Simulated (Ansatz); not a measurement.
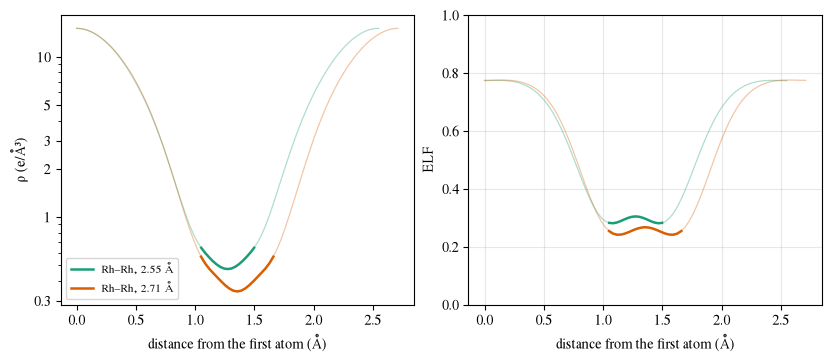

Figure 1: Rh. Valence charge density (pseudo) and ELF along straight lines between neighbouring atoms. Thin, pale parts lie inside the atomic spheres.

Space group P6/mmm; set up as Rh, omega (AlB2-type); a generated structure, not necessarily the stable one; changed on purpose from its base cell (volume × 1.04); computed pressure about −8 GPa in this cell; computed without spin polarisation.

Theory: DFT, revPBE, plane waves (420 eV) with PAW, scalar-relativistic (Ansatz).

In a PAW calculation such maps are meaningful between the atoms, not at the nuclei.

Q: Compare the contacts.

A: Rh–Rh (2.55 Å): ρ is about 0.47 e/Å³ halfway; the ELF is about 0.30 at the midpoint.
Rh–Rh (2.71 Å): the density is about 0.34 e/Å³ at the midpoint; the ELF is about 0.25 at the midpoint (no localised pair shows between them).
